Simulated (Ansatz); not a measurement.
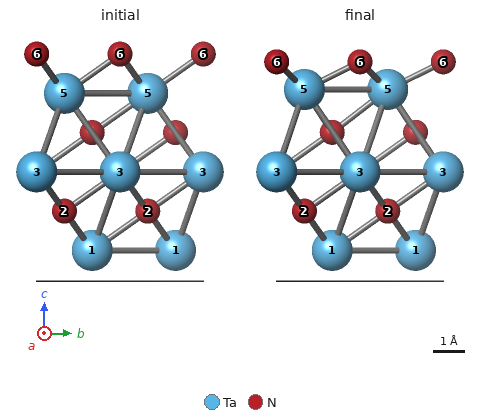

The structure of a slab of composition TaN (cut from the Fm-3m phase) before (left) and after (right) a constrained relaxation, at one scale.

The picture is a ball-and-stick view of the 2 × 2 repeat of the cell, outlined in the plane, without the vacuum, seen along the a axis.

Case: clean slab, lower half held. The slab is the (1 1 1) face of TaN. 3 atoms are held fixed.

All numbers below come from DFT r2SCAN, scalar-relativistic, plane waves, PAW in Ansatz 0.2.0. Set-up: plane-wave cutoff 500 eV; k-point mesh 9 × 9 × 1; occupations gaussian; smearing width 0.1 eV; no spin polarisation; dipole correction; atoms relaxed in a fixed cell; force threshold 0.03 eV/Å; at most 70 steps.

Q: What changed between the two?

A: The energy falls by 1.109 eV per cell of the calculation in 4 geometry steps. Largest force component: 6 eV/Å at the start, 0.0051 eV/Å at the end. An N atom moves most: 0.25 Å along the normal (−c). Largest moves by element: N 0.25 Å, Ta 0.13 Å. The cell stays as it was. Some distances before and after: N–Ta 2.198 → 2.005 Å, Ta–Ta 3.109 → 3.212 Å, N–Ta 2.198 → 2.268 Å. Bond angles that change, for instance: Ta–N–Ta 90.0° → 101.7°, Ta–N–Ta 90.0° → 86.5°, Ta–N–Ta 180.0° → 177.8°.
